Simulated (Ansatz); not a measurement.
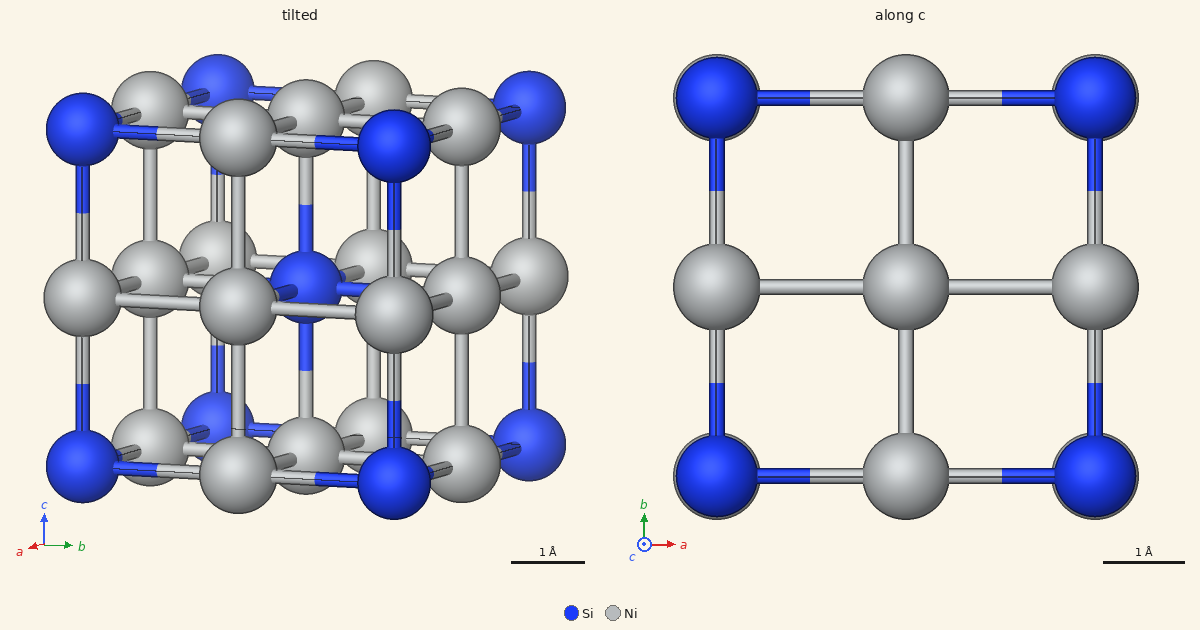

The figure gives a ball-and-stick picture of the atoms, viewed slightly off an axis and along the c axis. Atoms at the boundary of the conventional unit cell (the box) are drawn once for each face, edge or corner they touch. Cell: a = 4.67 Å, b = 4.67 Å, c = 4.67 Å, α = 90.00°, β = 90.00°, γ = 90.00°.

The cell started as a random cell made by a generator, so it need not be a real form of the compound. Earlier steps of the study may have refined or changed the cell and positions. Ansatz was used for an electronic-structure calculation on it.

> Give a description of the structure.

Formula: SiNi₃. The space group is Im-3m (No. 229); the lattice is body-centred cubic. The cell comprises 2 formula units: 2 Si, 6 Ni. Si is linked to six Ni in an octahedral arrangement at about 2.3 Å. Each Ni has four Ni and two Si in an octahedral arrangement (about 2.3 Å to Ni, 2.3 Å to Si). The bonds build a three-dimensional framework.

Theory: Ansatz, DFT PBE, scalar-relativistic, plane waves, PAW. Numerical settings: plane-wave cutoff 420 eV, k-points about 0.14 Å⁻¹ apart, Gaussian smearing of 0.1 eV, no spin polarisation (a spin-restricted run, not always the ground state).

> Does it come out as a metal, or with a gap?

A metal: bands cross the Fermi level.

> How charged are the atoms, by the Bader scheme?

Si +0.45 e; Ni -0.15 e.

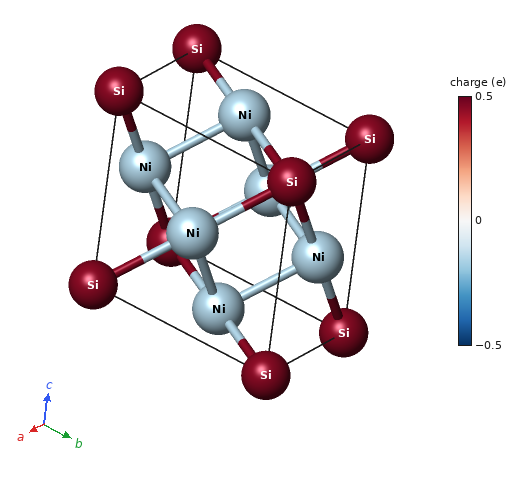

The atoms coloured by those charges. The run's cell of 4 atoms is drawn, so axes and origin can differ from the first picture.

> Do the forces and the stress vanish for this geometry?

Yes. All forces vanish to within 0.01 eV/Å. The pressure is 0.0 GPa, close to zero.
